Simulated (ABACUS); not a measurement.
# Band-structure run of BP (part 1 of 2)

BP (F-43m, 2 atoms in the cell), computed with Kohn-Sham DFT of a periodic cell, PBE, SSSP 1.3 efficiency PBE, no spin polarisation (ABACUS 3.10.1).

The structure derives from an entry of the Crystallography Open Database.

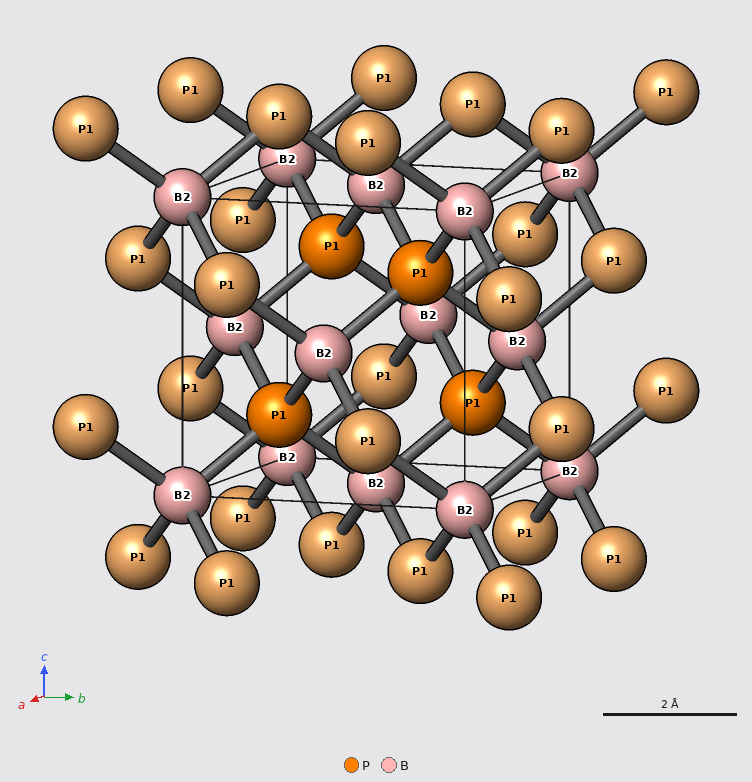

**Figure 1.** The input geometry (ball-and-stick view of the cell 4 times as large as that of the calculation, set on its symmetry axes, seen slightly off an axis; neighbours outside the cell are drawn fainter; atoms are numbered from 1 in the order of the input).

**Input file**
```python
"""ABACUS run from a structure file: ASE reads it, the script writes STRU, KPT and INPUT."""
import re
import subprocess
import spglib
from ase import Atoms
from ase.io import read
from ase.units import Bohr

atoms = read("BP.cif")
cell, frac, numbers = spglib.standardize_cell((atoms.cell[:], atoms.get_scaled_positions(), atoms.numbers), to_primitive=True, symprec=1e-4)
atoms = Atoms(numbers=numbers, cell=cell, scaled_positions=frac, pbc=True)  # the primitive cell
atoms = atoms[(-atoms.numbers).argsort(kind="stable")]  # ABACUS lists atoms element by element
pseudo = {'P': 'P.pbe-n-rrkjus_psl.1.0.0.UPF', 'B': 'b_pbe_v1.4.uspp.F.UPF'}
orbital = {}
magmoms = None
kmesh = [8, 8, 8]
params = {
    'suffix': 'BP',
    'calculation': 'scf',
    'basis_type': 'pw',
    'pseudo_dir': './',
    'symmetry': 1,
    'dft_functional': 'pbe',
    'ecutwfc': 55,
    'pseudo_rcut': 10,
    'nspin': 1,
    'nbands': 14,
    'ks_solver': 'dav',
    'smearing_method': 'fd',
    'smearing_sigma': 0.00367493,
    'scf_thr': 1e-08,
    'scf_nmax': 100,
    'mixing_type': 'broyden',
    'mixing_beta': 0.7,
    'cal_force': 1,
    'cal_stress': 1,
    'ecutrho': 440,
    'out_chg': 1,
    'kpar': 4,
}

symbols = atoms.get_chemical_symbols()
elements = list(dict.fromkeys(symbols))
lines = ["ATOMIC_SPECIES"] + [f"{e} {atoms.get_masses()[symbols.index(e)]:.4f} {pseudo[e]}" for e in elements]
if orbital:
    lines += ["", "NUMERICAL_ORBITAL"] + [orbital[e] for e in elements]
lines += ["", "LATTICE_CONSTANT", f"{1 / Bohr:.10f}", "", "LATTICE_VECTORS"]
lines += [" ".join(f"{x:.10f}" for x in v) for v in atoms.cell]
lines += ["", "ATOMIC_POSITIONS", "Direct"]
for e in elements:
    lines += ["", e, "0.0", str(symbols.count(e))]
    for i, p in enumerate(atoms.get_scaled_positions(wrap=False)):
        if symbols[i] == e:
            mag = "" if magmoms is None else " mag " + " ".join(str(x) for x in (magmoms[i] if isinstance(magmoms[i], list) else [magmoms[i]]))
            lines.append(" ".join(f"{x:.10f}" for x in p) + " 1 1 1" + mag)
open("STRU", "w").write("\n".join(lines) + "\n")
open("KPT", "w").write("K_POINTS\n0\nGamma\n%d %d %d 0 0 0\n" % tuple(kmesh))
open("INPUT", "w").write("INPUT_PARAMETERS\n" + "".join(f"{k:<20s}{v}\n" for k, v in params.items()))

done = subprocess.run(['mpirun', '-np', '4', 'abacus'])
if done.returncode:
    raise SystemExit(done.returncode)
log = open("OUT.BP/running_scf.log").read()
print("final energy (eV):", re.findall(r"FINAL_ETOT_IS (\S+)", log))
```

**File BP.cif**
```
data_BP
_cell_length_a 4.53800000
_cell_length_b 4.53800000
_cell_length_c 4.53800000
_cell_angle_alpha 90.00000000
_cell_angle_beta 90.00000000
_cell_angle_gamma 90.00000000
_space_group_name_H-M_alt 'F-43m'
_space_group_name_Hall 'F -4 2 3'
_space_group_IT_number 216
loop_
_space_group_symop_operation_xyz
'x,y,z'
'y,-x,-z'
'-x,-y,z'
'-y,x,-z'
'x,-y,-z'
'y,x,z'
'-x,y,-z'
'-y,-x,z'
'z,x,y'
'-z,y,-x'
'z,-x,-y'
'-z,-y,x'
'-z,x,-y'
'z,y,x'
'-z,-x,y'
'z,-y,-x'
'y,z,x'
'-x,-z,y'
'-y,z,-x'
'x,-z,-y'
'-y,-z,x'
'x,z,y'
'y,-z,-x'
'-x,z,-y'
'x,y+1/2,z+1/2'
'y,-x+1/2,-z+1/2'
'-x,-y+1/2,z+1/2'
'-y,x+1/2,-z+1/2'
'x,-y+1/2,-z+1/2'
'y,x+1/2,z+1/2'
'-x,y+1/2,-z+1/2'
'-y,-x+1/2,z+1/2'
'z,x+1/2,y+1/2'
'-z,y+1/2,-x+1/2'
'z,-x+1/2,-y+1/2'
'-z,-y+1/2,x+1/2'
'-z,x+1/2,-y+1/2'
'z,y+1/2,x+1/2'
'-z,-x+1/2,y+1/2'
'z,-y+1/2,-x+1/2'
'y,z+1/2,x+1/2'
'-x,-z+1/2,y+1/2'
'-y,z+1/2,-x+1/2'
'x,-z+1/2,-y+1/2'
'-y,-z+1/2,x+1/2'
'x,z+1/2,y+1/2'
'y,-z+1/2,-x+1/2'
'-x,z+1/2,-y+1/2'
'x+1/2,y,z+1/2'
'y+1/2,-x,-z+1/2'
'-x+1/2,-y,z+1/2'
'-y+1/2,x,-z+1/2'
'x+1/2,-y,-z+1/2'
'y+1/2,x,z+1/2'
'-x+1/2,y,-z+1/2'
'-y+1/2,-x,z+1/2'
'z+1/2,x,y+1/2'
'-z+1/2,y,-x+1/2'
'z+1/2,-x,-y+1/2'
'-z+1/2,-y,x+1/2'
'-z+1/2,x,-y+1/2'
'z+1/2,y,x+1/2'
'-z+1/2,-x,y+1/2'
'z+1/2,-y,-x+1/2'
'y+1/2,z,x+1/2'
'-x+1/2,-z,y+1/2'
'-y+1/2,z,-x+1/2'
'x+1/2,-z,-y+1/2'
'-y+1/2,-z,x+1/2'
'x+1/2,z,y+1/2'
'y+1/2,-z,-x+1/2'
'-x+1/2,z,-y+1/2'
'x+1/2,y+1/2,z'
'y+1/2,-x+1/2,-z'
'-x+1/2,-y+1/2,z'
'-y+1/2,x+1/2,-z'
'x+1/2,-y+1/2,-z'
'y+1/2,x+1/2,z'
'-x+1/2,y+1/2,-z'
'-y+1/2,-x+1/2,z'
'z+1/2,x+1/2,y'
'-z+1/2,y+1/2,-x'
'z+1/2,-x+1/2,-y'
'-z+1/2,-y+1/2,x'
'-z+1/2,x+1/2,-y'
'z+1/2,y+1/2,x'
'-z+1/2,-x+1/2,y'
'z+1/2,-y+1/2,-x'
'y+1/2,z+1/2,x'
'-x+1/2,-z+1/2,y'
'-y+1/2,z+1/2,-x'
'x+1/2,-z+1/2,-y'
'-y+1/2,-z+1/2,x'
'x+1/2,z+1/2,y'
'y+1/2,-z+1/2,-x'
'-x+1/2,z+1/2,-y'
loop_
_atom_site_label
_atom_site_type_symbol
_atom_site_symmetry_multiplicity
_atom_site_Wyckoff_symbol
_atom_site_fract_x
_atom_site_fract_y
_atom_site_fract_z
_atom_site_occupancy
P1 P 4 c 0.2500000000 0.2500000000 0.2500000000 1
B1 B 4 a 0.0000000000 0.0000000000 0.0000000000 1
```

**File INPUT**
```
INPUT_PARAMETERS
suffix              BP
calculation         scf
basis_type          pw
pseudo_dir          ./
symmetry            1
dft_functional      pbe
ecutwfc             55
pseudo_rcut         10
nspin               1
nbands              14
ks_solver           dav
smearing_method     fd
smearing_sigma      0.00367493
scf_thr             1e-08
scf_nmax            100
mixing_type         broyden
mixing_beta         0.7
cal_force           1
cal_stress          1
ecutrho             440
out_chg             1
kpar                4
```

**File STRU**
```
ATOMIC_SPECIES
P 30.9738 P.pbe-n-rrkjus_psl.1.0.0.UPF
B 10.8100 b_pbe_v1.4.uspp.F.UPF

LATTICE_CONSTANT
1.8897261258

LATTICE_VECTORS
0.0000000000 2.2690000000 2.2690000000
2.2690000000 0.0000000000 2.2690000000
2.2690000000 2.2690000000 0.0000000000

ATOMIC_POSITIONS
Direct

P
0.0
1
0.2500000000 0.2500000000 0.2500000000 1 1 1

B
0.0
1
0.0000000000 0.0000000000 -0.0000000000 1 1 1
```

**File KPT**
```
K_POINTS
0
Gamma
8 8 8 0 0 0
```

Launch command:
```bash
OMP_NUM_THREADS=1 python run_abacus.py > log
```

**Output**
```
ABACUS v3.10.1

               Atomic-orbital Based Ab-initio Computation at UStc

 ------------------------------------------------------------------------------------

 READING GENERAL INFORMATION
                           global_out_dir = OUT.BP/
                           global_in_card = INPUT
                               pseudo_dir = ./
                              orbital_dir =
                                    DSIZE = 4
                                    GSIZE = 1

 READING UNITCELL INFORMATION
                                    ntype = 2
                  lattice constant (Bohr) = 1.88973
              lattice constant (Angstrom) = 1

 READING ATOM TYPE 1
                               atom label = P
                      L=0, number of zeta = 1
                      L=1, number of zeta = 1
                      L=2, number of zeta = 1
             number of atom for this type = 1

 READING ATOM TYPE 2
                               atom label = B
                      L=0, number of zeta = 1
                      L=1, number of zeta = 1
                      L=2, number of zeta = 1
             number of atom for this type = 1

                        TOTAL ATOM NUMBER = 2
DIRECT COORDINATES
    atom                   x                   y                   z     mag                  vx                  vy                  vz
taud_P1            0.2500000000        0.2500000000        0.2500000000  0.0000        0.0000000000        0.0000000000        0.0000000000
taud_B1            0.0000000000        0.0000000000        0.0000000000  0.0000        0.0000000000        0.0000000000        0.0000000000

                          Volume (Bohr^3) = 157.663
                             Volume (A^3) = 23.3632

 Lattice vectors: (Cartesian coordinate: in unit of a_0)
                   +0              +2.269              +2.269
               +2.269                  +0              +2.269
               +2.269              +2.269                  +0
 Reciprocal vectors: (Cartesian coordinate: in unit of 2 pi/a_0)
            -0.220361           +0.220361           +0.220361
            +0.220361           -0.220361           +0.220361
            +0.220361           +0.220361           -0.220361
 The esolver type has been set to : ksdft_pw

                PAO radial cut off (Bohr) = 10

 Read in pseudopotential file is P.pbe-n-rrkjus_psl.1.0.0.UPF
                     pseudopotential type = USPP
          exchange-correlation functional = PBE
                 nonlocal core correction = 1
                        valence electrons = 5
                                     lmax = 2
                           number of zeta = 2
                     number of projectors = 6
                           L of projector = 0
                           L of projector = 0
                           L of projector = 1
                           L of projector = 1
                           L of projector = 2
                           L of projector = 2
                PAO radial cut off (Bohr) = 10

 Read in pseudopotential file is b_pbe_v1.4.uspp.F.UPF
                     pseudopotential type = US
          exchange-correlation functional = PBE
                 nonlocal core correction = 1
                        valence electrons = 3
                                     lmax = 1
                           number of zeta = 2
                     number of projectors = 4
                           L of projector = 0
                           L of projector = 0
                           L of projector = 1
                           L of projector = 1
     initial pseudo atomic orbital number = 8

 SETUP THE ELECTRONS NUMBER
             electron number of element P = 5
       total electron number of element P = 5
             electron number of element B = 3
       total electron number of element B = 3
            AUTOSET number of electrons:  = 8
                           occupied bands = 4
                                   NBANDS = 14
                                   NLOCAL = 18

 SETUP THE PLANE WAVE BASIS
 energy cutoff for charge/potential (unit:Ry) = 220
            fft grid for charge/potential = [ 30, 30, 30 ]
                        fft grid division = [ 1, 1, 1 ]
        big fft grid for charge/potential = [ 45, 45, 45 ]
                                     nbxx = 91125
                                     nrxx = 27000

 SETUP PLANE WAVES FOR CHARGE/POTENTIAL
                    number of plane waves = 8657
                         number of sticks = 559

 PARALLEL PW FOR CHARGE/POTENTIAL
     PROC   COLUMNS(POT)             PW
        1            559           8657
 --------------- sum -------------------
        1            559           8657
                            number of |g| = 139
                                  max |g| = 19.8121
                                  min |g| = 0

 energy cutoff for dense charge/potential (unit:Ry) = 440
      fft grid for dense charge/potential = [ 45, 45, 45 ]
                                     nrxx = 91125

 SETUP PLANE WAVES FOR dense CHARGE/POTENTIAL
                    number of plane waves = 24597
                         number of sticks = 1123

 PARALLEL PW FOR dense CHARGE/POTENTIAL
     PROC   COLUMNS(POT)             PW
        1           1123          24597
 --------------- sum -------------------
        1           1123          24597
                            number of |g| = 276
                                  max |g| = 39.7699
                                  min |g| = 0

----------- Double Check Mixing Parameters Begin ------------
mixing_type: broyden
mixing_beta: 0.7
mixing_gg0: 1
mixing_gg0_min: 0.1
mixing_ndim: 8
----------- Double Check Mixing Parameters End ------------

 LATTICE VECTORS: (CARTESIAN COORDINATE: IN UNIT OF A0)
                   +0              +2.269              +2.269
               +2.269                  +0              +2.269
               +2.269              +2.269                  +0
                       right hand lattice = 1
                                   NORM_A = 3.20885
                                   NORM_B = 3.20885
                                   NORM_C = 3.20885
                           ALPHA (DEGREE) = 60
                           BETA  (DEGREE) = 60
                           GAMMA (DEGREE) = 60

 The lattice vectors have been changed (STRU_SIMPLE.cif)

(for optimal symmetric configuration:)
                             BRAVAIS TYPE = 3
                     BRAVAIS LATTICE NAME = 03. Cubic F (face-centered)
                                    ibrav = 3
                                    IBRAV = 3
                                  BRAVAIS = FACE CENTERED CUBIC
                       LATTICE CONSTANT A = 4.538
Original cell was already a primitive cell.
                        ROTATION MATRICES = 48
              PURE POINT GROUP OPERATIONS = 24
                   SPACE GROUP OPERATIONS = 24
                                       C2 = 3
                                       C3 = 8
                                       C4 = 0
                                       C6 = 0
                                       S1 = 6
                                       S3 = 0
                                       S4 = 6
                                       S6 = 0
                              POINT GROUP = T_d
                                       C2 = 3
                                       C3 = 8
                                       C4 = 0
                                       C6 = 0
                                       S1 = 6
                                       S3 = 0
                                       S4 = 6
                                       S6 = 0
               POINT GROUP IN SPACE GROUP = T_d
```
